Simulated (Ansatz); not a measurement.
The compound is OsF3 (honeycomb trihalide sheet).

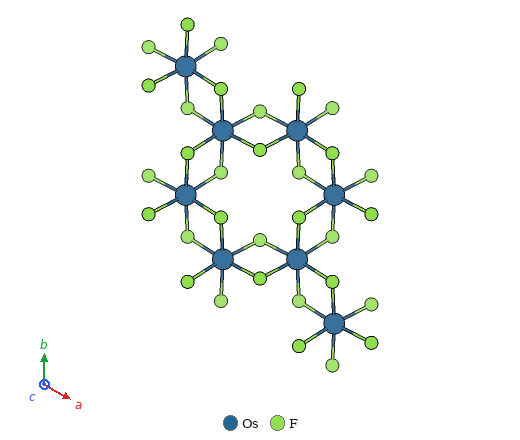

The structure (osmium blue, fluorine green). 2×2×1 cells are drawn. Some periodic images of atoms are drawn too.

The cell holds 8 atoms: 2 Os and 6 F. Cell: a = 4.600 Å, b = 4.600 Å, c = 28.448 Å, α = 90.0°, β = 90.0°, γ = 120.0°. Vacuum lies along c.

```xyz
8
Lattice="3.7556 -1.8778 1.8778 -1.8778 -1.8778 -3.7556 16.4245 16.4245 -16.4245" Properties=species:S:1:pos:R:3
Os    5.2897    3.4119   -7.1675
Os    7.1675    3.4119   -5.2897
F     7.3858    5.4117   -5.4117
F     5.4117    5.4117   -7.3858
F     7.2895    3.6302   -7.2895
F     6.9492    3.2899   -3.2899
F     3.2899    3.2899   -6.9492
F     5.1677    3.1936   -5.1677
```

The structure was relaxed with LDA. The structure was generated from a model, not taken from a measurement. The runs that relaxed it are not among those shown. The program's search for lower electronic states was switched off, so nothing shows that the state found is the lowest. Spin-orbit coupling is left out unless a run names it. PAW set soft_2, made with PBE.

A constrained-RPA run (Ansatz 0.2.0; non-magnetic LDA; Os d, bands v5 to c5, 6×6×1 mesh, medium accuracy) builds 10 functions on bands 5.2 eV wide, with 10.0 electrons in the window. The bare on-site interaction is 12.4 eV and the bare J 0.43 eV.

Question: What U and J survive the screening?

On the Os d shell, U = 5.45 eV (44 % of the bare value), U′ = 4.76 eV, J = 0.31 eV.

The parent state is non-magnetic and the interaction static (zero frequency); U depends on the window and the orbitals, so it belongs to this model alone. Spin-orbit coupling, which is strong for atoms this heavy, is left out.

[Paths, hosts, dates, memory and timing lines, banners, echoed tables and standing remarks are left out of the program output.]

[Logs are printed without paths, hosts, clocks, repeated set-up lines and the standing remarks that a program may print on its own settings, such as how far it seeks lower states.]

[Runs of the session that timed out or met a known fault of the program may be left out.]

[Hosts, paths, dates, database ids (printed as entryN), source tags and the programs' standing remarks are cut or masked in the printed files.]
